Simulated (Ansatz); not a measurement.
**MoTe2: single-point calculation**

System: MoTe2 (slab, 6 atoms in the cell).
Method: DFT PBE+D3(BJ), scalar-relativistic, plane waves, PAW, PAW set soft_1, no spin polarisation (Ansatz 0.2.0).

The structure derives from an entry of the Crystallography Open Database. Figures and captions count atoms from 1; the log counts them from 0 in places.

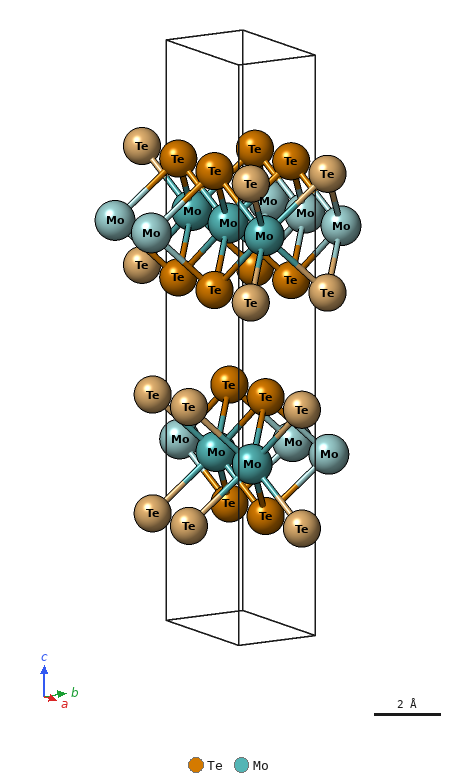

*The structure (ball-and-stick view of the 2 × 1 repeat of the cell, with the vacuum cut short, seen slightly off an axis; neighbours outside the cell are drawn fainter). An atom can appear more than once, as a periodic image.*

Near neighbours in the periodic cell (some may lie outside the picture): Te has 3 Mo at 2.72 Å; Mo has 6 Te at 2.72 Å.

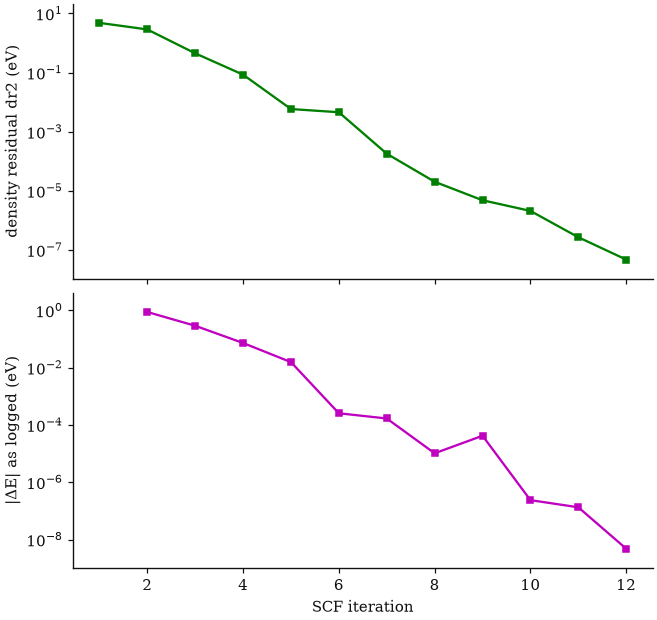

*Convergence of the self-consistent field: density residual dr2 and size of the energy change against the SCF iteration.*

The residual falls at every step.

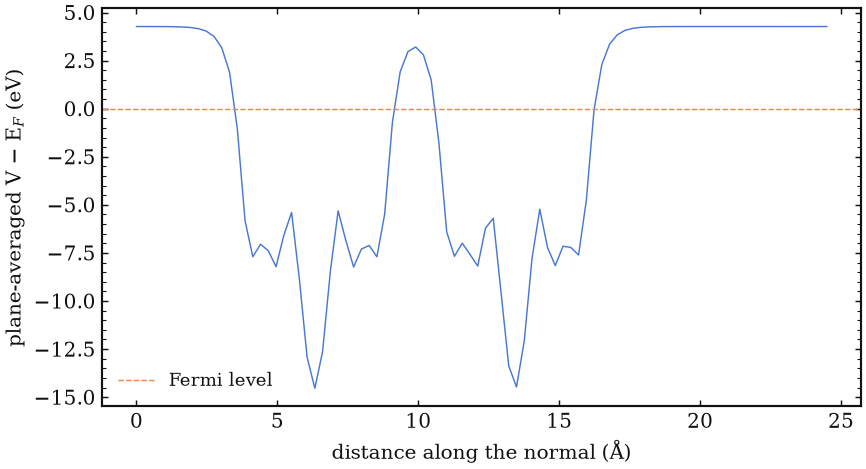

*Plane average of the electrostatic potential energy of an electron across the cell, from the Fermi level.*

The vacuum level lies 4.27 eV above the Fermi level.

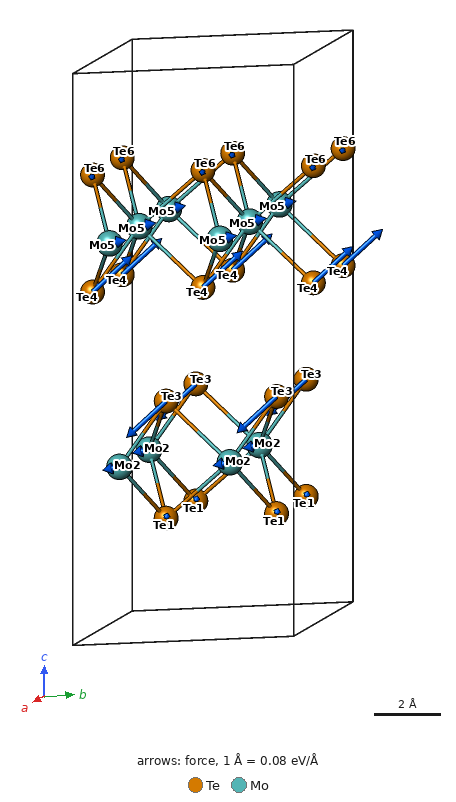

*Forces on the atoms as blue arrows (ball-and-stick view of the 2 × 2 repeat of the cell, with the vacuum cut short, seen slightly off an axis; atoms are numbered from 1 in the order of the input).*

The largest act on Te3, Te4 (0.13 eV/Å); Mo2, Mo5 (0.04 eV/Å). The geometry is not a stationary point of this energy.

The input that produced these results follows, with the program's output.

### The input
```yaml
crystal:
  lattice:
    - [3.5038817003, 0.0, 0.0]
    - [-1.7519408501, 3.0344505643, 0.0]
    - [0.0, 0.0, 24.767719909]
  atoms:
    - { symbol: Te, position: [0.3333333333, 0.6666666667, 0.1816881011] }
    - { symbol: Mo, position: [0.6666666667, 0.3333333333, 0.2550468917] }
    - { symbol: Te, position: [0.3333333333, 0.6666666667, 0.3284056823] }
    - { symbol: Te, position: [0.3333333333, 1.0, 0.4689111471] }
    - { symbol: Mo, position: [0.0, 1.3333333333, 0.5422699377] }
    - { symbol: Te, position: [0.3333333333, 1.0, 0.6156287282] }
basis:
  ecutwfc: 420
kpoints:
  mp_grid: { grid: [9, 9, 1] }
hamiltonian:
  xc: pbe
  pseudopotentials: { kind: paw, azcp: { folder: soft_1 } }
  dispersion: d3bj
scf:
  occupations: { method: gaussian, width: 0.05 }
output:
  forces: true
  eigenvalues: true
efield:
  axis: 3
  dipole_correction: true
  ramp_width: 0.04
```

Launch command:
```bash
ansatz run input.yaml --threads 1 --pin off --max-ram 3072MiB --backend cpu --events-out ev --progress --plain --runs-dir out
```

### The program's output
```
Engine: ansatz 0.2.0, x86_64-unknown-linux-gnu
Pseudopotentials: kind: paw
Pseudopotential: Te, paw, valence charge 16, recommended cutoff 420 eV (normal), [file]
Pseudopotential: Mo, paw, valence charge 14, recommended cutoff 420 eV (normal), [file]
Functional definition: PBE
  parameter kappa = 0.804
  parameter beta = 0.06672455060314922
  exchange = pbe_x(kappa = kappa, mu = beta*pi^2/3)
  correlation = pbe_c(beta = beta)
Crystal: 6 atoms, lattice volume = 263.339 Å³
Basis set: ecut = 420 eV, 5141 PW (Γ), exchange–correlation on 48×48×360 points (8 copies of the dense FFT grid, shifted against one another)
Bands: 56, of which v1, the nominal top of the filled ones, is band 46 counted from 1 (45 counted from 0)
Symmetry: 1 space group operations
k-points: 41 of 81 (time reversal used)
Non-local potential: Te, projectors of the file, l = 0: 2, l = 1: 2, l = 2: 2, l = 3: 1
Non-local potential: Mo, projectors of the file, l = 0: 3, l = 1: 2, l = 2: 2, l = 3: 1
PAW form: soft (Blöchl's): semilocal exchange-correlation on the pseudo side does not see the compensation charge
PAW one-centre angular grid: Te, 590 points (default); XC on 64 Gauss nodes
PAW one-centre angular grid: Mo, 590 points (default); XC on 64 Gauss nodes
Initial density: superposition of atomic densities (neutral atoms: chi_scale 0, normalization atom)
Initial wavefunctions: pseudopotential atomic-orbital guess
Functional: x = pbe(κ = 0.804, μ = 0.2195149727645171), c = pbe(β = 0.06672455060314922)
SCF iter   1: F=—  HF=-37837.842828 eV  |F-HF|=—  |Δ(HF+E_count)|=         —  Δρ=3.68e-2  dr2=4.82e0  ethr=3.10e-3  p=-0.000 e·Å  D=-8.90e-8 V/Å  ΔV_dip=0.00 eV  dr2_dipole=1.44e-8  V_vac-E_F(+/−)=4.99/4.99 eV  ⟨swp⟩=12.0  Hψ=10943  notcnv=0
efield: sawtooth ramp at fractional position 0.8787 (placed from the atoms, in the widest stretch of the axis that holds none; the zero of the levels goes with the place), width 0.0400; the density the first Hamiltonian is built on has a dipole p = -0.000 e·Å; the dipole correction subtracts the counter field D = -8.90e-8 V/Å, which shifts the + side's vacuum level by +0.00 eV against the − side's; the planar-averaged density in the ramp window peaks in size at 5.7e-7 e/Å³
preconditioner: auto → Resta (q_TF=auto, 2.290 Å⁻¹)  ε∞=4.2  [insulator: Δε(μ)=1.143 eV  Ē_g=7.691 eV  σ=0.050 eV  W_gap=1.00  n_scr=60 (ndim 8)  ℏωp=13.7 eV  f_vac=0.421  D(μ)=0.00/eV (n_scr^D=0)  ε∞_Penn≈4.2  vacuum switching on, ρ_ref=4.3e-3 e/Å³]
SCF iter   2: F=—  HF=-37836.958799 eV  |F-HF|=—  |Δ(HF+E_count)|=   8.84e-1  Δρ=1.64e-2  dr2=2.89e0  ethr=3.10e-3  p=-0.000 e·Å  D=-1.54e-5 V/Å  ΔV_dip=0.00 eV  dr2_dipole=1.39e-8  V_vac-E_F(+/−)=5.32/5.32 eV  ⟨swp⟩=3.0  Hψ=4217  notcnv=0  defer=120
SCF iter   3: F=—  HF=-37836.667105 eV  |F-HF|=—  |Δ(HF+E_count)|=   2.92e-1  Δρ=1.19e-2  dr2=4.51e-1  ethr=3.10e-3  p=-0.000 e·Å  D=-2.98e-7 V/Å  ΔV_dip=0.00 eV  dr2_dipole=3.11e-9  V_vac-E_F(+/−)=4.60/4.60 eV  ⟨swp⟩=2.6  Hψ=2935  notcnv=0  defer=120
SCF iter   4: F=—  HF=-37836.593970 eV  |F-HF|=—  |Δ(HF+E_count)|=   7.31e-2  Δρ=5.11e-3  dr2=8.56e-2  ethr=4.90e-4  p=-0.000 e·Å  D=-6.14e-6 V/Å  ΔV_dip=0.00 eV  dr2_dipole=5.73e-9  V_vac-E_F(+/−)=4.51/4.51 eV  ⟨swp⟩=2.0  Hψ=3098  notcnv=0  defer=120
SCF iter   5: F=—  HF=-37836.578220 eV  |F-HF|=—  |Δ(HF+E_count)|=   1.57e-2  Δρ=1.03e-3  dr2=5.89e-3  ethr=9.31e-5  p=0.000 e·Å  D=2.48e-5 V/Å  ΔV_dip=-0.00 eV  dr2_dipole=1.16e-7  V_vac-E_F(+/−)=4.35/4.35 eV  ⟨swp⟩=2.0  Hψ=3125  notcnv=0  defer=120
SCF iter   6: F=—  HF=-37836.577963 eV  |F-HF|=—  |Δ(HF+E_count)|=   2.57e-4  Δρ=3.88e-4  dr2=4.59e-3  ethr=6.41e-6  p=-0.000 e·Å  D=-3.78e-5 V/Å  ΔV_dip=0.00 eV  dr2_dipole=2.73e-7  V_vac-E_F(+/−)=4.34/4.34 eV  ⟨swp⟩=2.2  Hψ=2869  notcnv=0  defer=120
SCF iter   7: F=—  HF=-37836.577794 eV  |F-HF|=—  |Δ(HF+E_count)|=   1.69e-4  Δρ=1.58e-4  dr2=1.82e-4  ethr=4.99e-6  p=0.000 e·Å  D=2.46e-6 V/Å  ΔV_dip=-0.00 eV  dr2_dipole=3.21e-9  V_vac-E_F(+/−)=4.30/4.30 eV  ⟨swp⟩=2.0  Hψ=2437  notcnv=0  defer=120
SCF iter   8: F=—  HF=-37836.577784 eV  |F-HF|=—  |Δ(HF+E_count)|=   1.03e-5  Δρ=6.11e-5  dr2=2.05e-5  ethr=1.98e-7  p=-0.000 e·Å  D=-3.17e-5 V/Å  ΔV_dip=0.00 eV  dr2_dipole=1.90e-7  V_vac-E_F(+/−)=4.28/4.28 eV  ⟨swp⟩=3.1  Hψ=4285  notcnv=0  defer=120
SCF iter   9: F=—  HF=-37836.577826 eV  |F-HF|=—  |Δ(HF+E_count)|=   4.22e-5  Δρ=2.29e-5  dr2=4.86e-6  ethr=2.22e-8  p=0.000 e·Å  D=7.16e-5 V/Å  ΔV_dip=-0.00 eV  dr2_dipole=1.04e-6  V_vac-E_F(+/−)=4.27/4.27 eV  ⟨swp⟩=2.0  Hψ=2758  notcnv=0  defer=120
SCF iter  10: F=—  HF=-37836.577826 eV  |F-HF|=—  |Δ(HF+E_count)|=   2.38e-7  Δρ=1.46e-5  dr2=2.12e-6  ethr=5.28e-9  p=-0.000 e·Å  D=-4.85e-5 V/Å  ΔV_dip=0.00 eV  dr2_dipole=4.74e-7  V_vac-E_F(+/−)=4.27/4.27 eV  ⟨swp⟩=2.0  Hψ=2655  notcnv=0  defer=120
SCF iter  11: F=—  HF=-37836.577826 eV  |F-HF|=—  |Δ(HF+E_count)|=   1.34e-7  Δρ=6.02e-6  dr2=2.73e-7  ethr=2.30e-9  p=-0.000 e·Å  D=-1.72e-5 V/Å  ΔV_dip=0.00 eV  dr2_dipole=5.47e-8  V_vac-E_F(+/−)=4.27/4.27 eV  ⟨swp⟩=1.7  Hψ=2376  notcnv=0  defer=120
SCF iter  12: F=-37836.577826 eV  HF=-37836.577826 eV  |F-HF|=3.88e-8  |Δ(HF+E_count)|=   4.79e-9  Δρ=2.23e-6  dr2=4.79e-8  ethr=1.09e-10  p=0.000 e·Å  D=2.41e-6 V/Å  ΔV_dip=-0.00 eV  dr2_dipole=7.12e-10  V_vac-E_F(+/−)=4.27/4.27 eV  ⟨swp⟩=14.8  Hψ=10636  notcnv=0
SCF 1 converged in 12 iterations: F = -37836.577826 eV  dr2 = 4.79e-8
  greatest PAW one-centre occupation: 0.999 electrons in one spin orbital (limit 2), on the Mo atom at site 1 (counted from 0), in its partial waves of l = 0
SCF converged after 12 iterations
Free energy (F): -37836.577826 eV
Harris-Foulkes:  -37836.577826 eV  (|F-HF|=3.88e-8)
Internal energy: -37836.577826 eV  (E = F + TS)
E sigma→0 (E₀):  -37836.577826 eV
Fermi energy:    5.488719 eV
Dipole field:    D = -0.000029 V/Å  (p = -0.000042 e·Å, saw-weighted, corrected)
Work function:   Φ+ = 4.2715 eV   Φ− = 4.2708 eV
Levels:          The Fermi level and band energies are counted from a zero that moves with the ramp; work functions are not
--- Per-component energies (eV) ---
  E_band       = -1822.980352
  E_kinetic    = 1536.485151
  E_local      = -70501.107560  (includes V_loc(G=0)·N_el)
  E_nonlocal   = 565.214573
  E_hartree    = 34666.424806
  E_xc         = -842.419961
  E_vxc        = -847.472319  (∫ρ·V_xc dr)
  E_paw        = -25112.401683  (= ΣΔE_a)
  E_vpaw       = -1908.956140  (= ΣTr[D̂ρ^β])
  E_aug_tail   = 0.000465  (compensation charges beyond the density's cutoff)
  E_efield     = 0.000000  (sawtooth field / dipole correction)
  E_vefield    = 0.000000  (∫n·V_field dr)
  E_ewald      = 21854.015576
  E_disp       = -2.789191  (pairwise vdW)
  E_smearing   = -0.000000  (= −TS)
  E_closure    = 0.000000  (closes the sum)
  Σ components = -37836.577826   (vs F -37836.577826, Δ=0.00e0)
--- Forces (eV/Å), atoms counted from 1 ---
  atom   1  Te     0.00321802     0.00511644     0.01466151
  atom   2  Mo     0.00204694    -0.04369537    -0.01026119
  atom   3  Te     0.03549518    -0.09249095    -0.09020470
  atom   4  Te    -0.03549541     0.09249155     0.09012205
  atom   5  Mo    -0.00204657     0.04369472     0.01028487
  atom   6  Te    -0.00321802    -0.00511635    -0.01460097
  max |Σ_I F_I| component: 1.57e-6 eV/Å
--- Band table (eV; the first three rows and the last of 41) ---
  k-point 0: bands = ["-55.7256", "-55.7255", "-31.6165", "-31.6163", "-31.6147", "-31.6146", "-31.6037", "-31.6036", "-31.6036", "-31.6035", "-31.5514", "-31.5506", "-31.5491", "-31.5488", "-31.5330", "-31.5325", "-31.5322", "-31.5320", "-31.5312", "-31.5286", "-31.5108", "-31.5106", "-29.8972", "-29.8970", "-29.7295", "-29.7293", "-29.7288", "-29.7286", "-7.8843", "-7.7296", "-6.9820", "-6.7645", "-0.5041", "0.1231", "2.4681", "3.3265", "3.3268", "3.3336", "3.3340", "3.6027", "4.1006", "4.1009", "4.1106", "4.1107", "4.2059", "4.9001", "8.0510", "8.0570", "8.1469", "8.1499", "8.3472", "8.3506", "8.4279", "8.4334", "9.1110", "9.3203"]
  k-point 1: bands = ["-55.7245", "-55.7243", "-31.6140", "-31.6139", "-31.6133", "-31.6133", "-31.6052", "-31.6052", "-31.6011", "-31.6010", "-31.5526", "-31.5520", "-31.5499", "-31.5497", "-31.5352", "-31.5349", "-31.5329", "-31.5328", "-31.5303", "-31.5273", "-31.5095", "-31.5093", "-29.8888", "-29.8887", "-29.7465", "-29.7463", "-29.7320", "-29.7319", "-7.7092", "-7.5550", "-6.8545", "-6.6438", "-0.3151", "0.3099", "2.3436", "2.9380", "2.9579", "3.1729", "3.4708", "3.4771", "3.8790", "3.8857", "3.9767", "4.2396", "4.2732", "4.8955", "7.3714", "7.4916", "7.4996", "7.6606", "7.9857", "8.0521", "8.2168", "8.2741", "9.3516", "9.5540"]
  k-point 2: bands = ["-55.7216", "-55.7215", "-31.6130", "-31.6130", "-31.6085", "-31.6084", "-31.6065", "-31.6064", "-31.5944", "-31.5944", "-31.5562", "-31.5559", "-31.5520", "-31.5517", "-31.5408", "-31.5407", "-31.5339", "-31.5338", "-31.5274", "-31.5243", "-31.5061", "-31.5059", "-29.8679", "-29.8677", "-29.7894", "-29.7893", "-29.7401", "-29.7399", "-7.2125", "-7.0616", "-6.4938", "-6.3045", "0.1677", "0.7639", "1.9195", "1.9624", "2.0429", "2.3615", "3.3935", "3.4028", "3.4809", "3.8523", "3.8676", "4.0392", "4.1162", "4.5102", "6.3693", "6.6779", "7.0121", "7.2751", "7.3431", "7.4434", "8.4090", "8.5013", "9.9041", "10.1059"]
  k-point 40: bands = ["-55.7167", "-55.7166", "-31.6225", "-31.6222", "-31.6038", "-31.6037", "-31.5940", "-31.5939", "-31.5858", "-31.5857", "-31.5620", "-31.5611", "-31.5582", "-31.5574", "-31.5447", "-31.5443", "-31.5362", "-31.5359", "-31.5229", "-31.5198", "-31.5006", "-31.5002", "-29.8539", "-29.8538", "-29.8325", "-29.8323", "-29.7621", "-29.7620", "-6.0859", "-5.9311", "-5.6897", "-5.5393", "-0.0239", "0.0913", "0.6498", "0.7854", "1.2334", "1.7499", "2.3192", "2.5018", "3.2274", "3.3633", "3.3956", "3.6939", "4.5441", "4.6508", "6.1810", "6.5013", "6.6505", "6.7213", "7.3788", "7.7841", "8.3169", "8.6102", "9.6832", "10.3528"]
```

### Results in brief

```tsv
quantity	value
outcome	converged
electrons treated	92
free energy	−37836.5778 eV
work function, top face	4.27 eV
work function, bottom face	4.27 eV
Fermi energy	5.489 eV
gap on the k-point mesh	1.07 eV
work function (upper face)	4.27 eV
largest force (length of the vector)	0.134 eV/Å
hardware	1 thread of Intel Xeon (Sapphire Rapids), 16 GiB of memory available, shared host
wall time	44 s
peak memory	0.75 GiB
```
